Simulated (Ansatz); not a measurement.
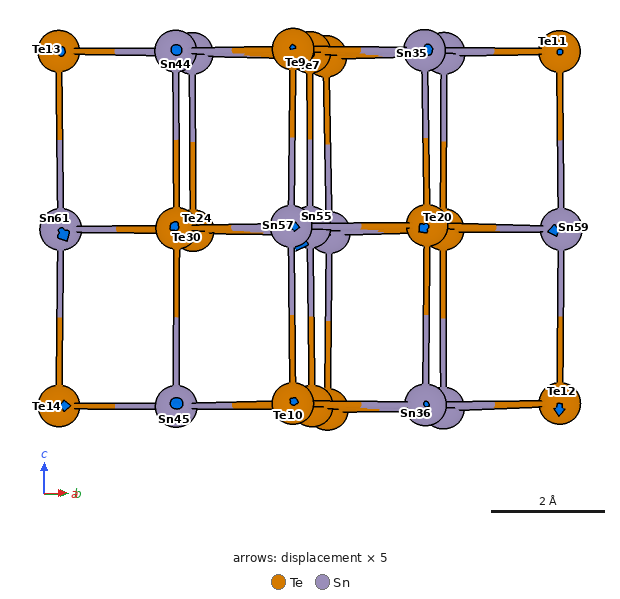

A relaxation of a defect cell of composition Te32Sn31 (cell charge −2). The starting structure is drawn; blue arrows show the displacements, 5 times their true length.

A ball-and-stick model of the atoms within 5.8 Å of the atom that moves most (axes of the cell of the calculation), seen from a free direction.

Level of theory: DFT, PBEsol, PAW, plane waves in Ansatz. Settings: plane-wave cutoff 420 eV; k-point mesh 1 × 1 × 1; mesh shifted by (0.25, 0.25, 0.25); no spin polarisation; atoms relaxed in a fixed cell; force threshold 0.03 eV/Å; at most 80 steps.

Q: What did the optimiser do to the structure, and how much energy did it gain?

A: The largest move is that of a Sn atom, 0.11 Å roughly along [−1 0 −1]. By element the largest moves are Sn 0.11 Å, Te 0.08 Å. The lattice vectors keep their values. Some distances before and after: Sn–Te 3.185 → 3.093 Å, Sn–Te 3.168 → 3.084 Å, Sn–Te 3.103 → 3.181 Å, Sn–Te 3.096 → 3.163 Å. Bond angles that change, for instance: Te–Sn–Te 90.5° → 87.7°, Te–Sn–Te 91.3° → 89.0°. After 3 geometry steps the energy has fallen by 0.281 eV per cell of the calculation. The largest force component goes from 0.3 to 0.029 eV/Å.

Limits of the set-up: the cell is charged, on a uniform background, and energies carry no finite-size correction.
